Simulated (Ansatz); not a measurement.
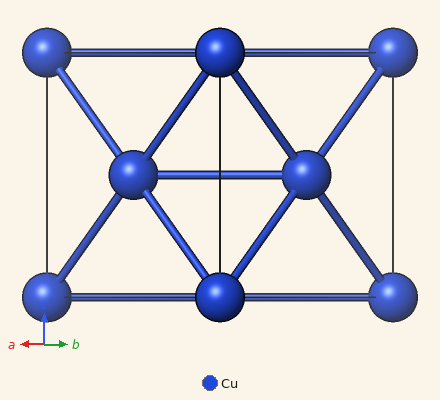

The structure, seen along [110]; the drawing may span several cells.

Structure (in its standard cell), the geometry relaxed with DFT PBE, scalar-relativistic, plane waves, PAW (Ansatz); the starting structure was generated, so it need not be a known form of this composition:

```cif
data_structure
_symmetry_space_group_name_H-M 'Fm-3m'
_symmetry_Int_Tables_number 225
_cell_length_a 3.6293
_cell_length_b 3.6293
_cell_length_c 3.6293
_cell_angle_alpha 90.000
_cell_angle_beta 90.000
_cell_angle_gamma 90.000
_cell_volume 47.81
loop_
_atom_site_label
_atom_site_type_symbol
_atom_site_symmetry_multiplicity
_atom_site_Wyckoff_symbol
_atom_site_fract_x
_atom_site_fract_y
_atom_site_fract_z
_atom_site_occupancy
Cu1 Cu 4 a 0.00000 0.00000 0.00000 1
```

### Predict the [110] zone-axis pattern (200 kV, kinematic, B = 0.5 Å²).

The spots form a centred rectangular net with both shortest vectors at d = 2.10 Å, 70.5° apart. They are -1 1 -1 and -1 1 1. The pattern has symmetry 2mm. The lattice centring (F) removes all reflections that break h + k = 2n, h + l = 2n.

Strongest reflections with d > 0.80 Å, one of each family (|F|² from tabulated Gaussian fits of the electron scattering factors, times a small damping for the curvature of the Ewald sphere):

```csv
hkl,d (Å),I (strongest = 100)
1 -1 1,2.095,100
0 0 2,1.815,79
2 -2 0,1.283,40
1 -1 3,1.094,27
2 -2 2,1.048,24
0 0 4,0.907,15
```

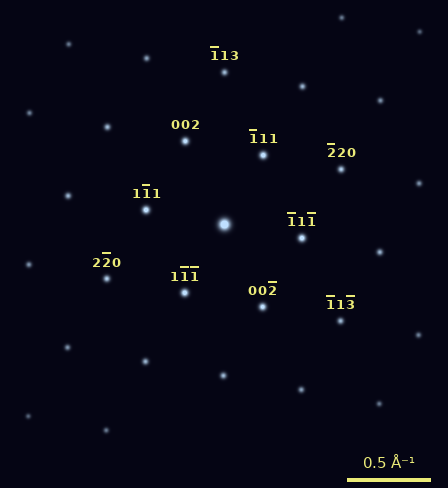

Calculated pattern, seen from the source side with [110] pointing towards the source.
